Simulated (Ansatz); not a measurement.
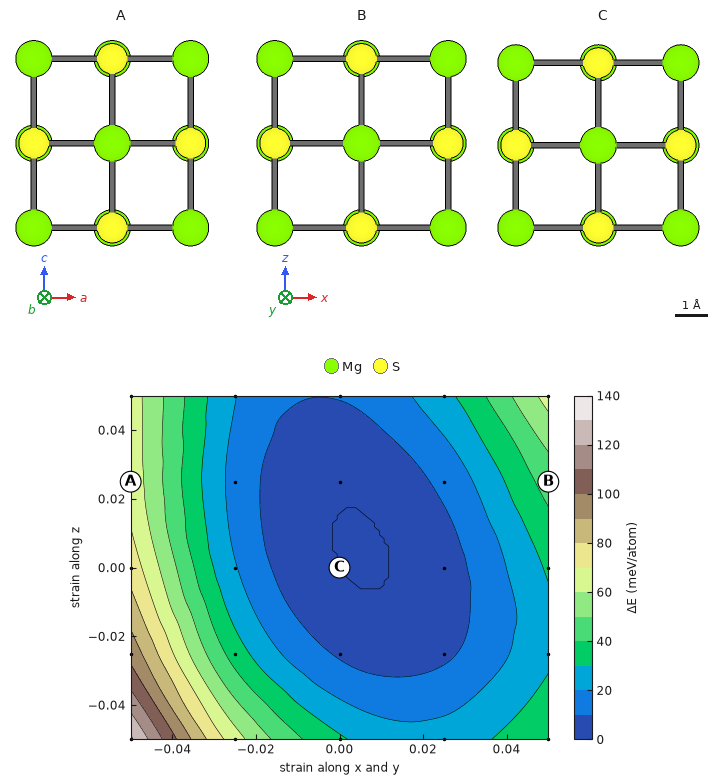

A scan of solid MgS (Fm-3m): the cell is strained equally along x and y and separately along z, with the atoms kept at their fractional coordinates. x, y and z are the Cartesian axes of the input. The map is interpolated between the computed points (dots). The lettered frames are marked on it. A ball-and-stick model of the conventional cell (4 times the calculation's cell), seen along the b axis. Lengths and directions refer to the drawn axes.

Level of theory: DFT PBE, scalar-relativistic, plane waves, PAW in Ansatz. Settings: plane-wave cutoff 420 eV; k-point mesh 8 × 8 × 8; occupations gaussian; smearing width 0.05 eV; no spin polarisation. Energies (free energies at the smearing named) are counted from the cell as listed in its source, which wasn't relaxed.

### Where is the lowest point of the map, and what else does it tell?

In pairs of (strain along x and y; strain along z): the lowest computed point lies at (0.000, 0.000) (0.0 meV/atom), the highest at (−0.050, −0.050) (131.8 meV/atom). The valley is tilted: raising the in-plane strain is made harder by raising the strain along z (cross term 0.34 of the geometric mean of the two curvatures). Over the ranges scanned the energy rises more along the first axis, the in-plane strain. The pressure runs from −7.4 GPa at (0.050, 0.050) to 17.6 GPa at (−0.050, −0.050). The frames lie at A (−0.050, 0.025): 66.4 meV/atom, B (0.050, 0.025): 44.1 meV/atom, C (0.000, 0.000): 0.0 meV/atom.
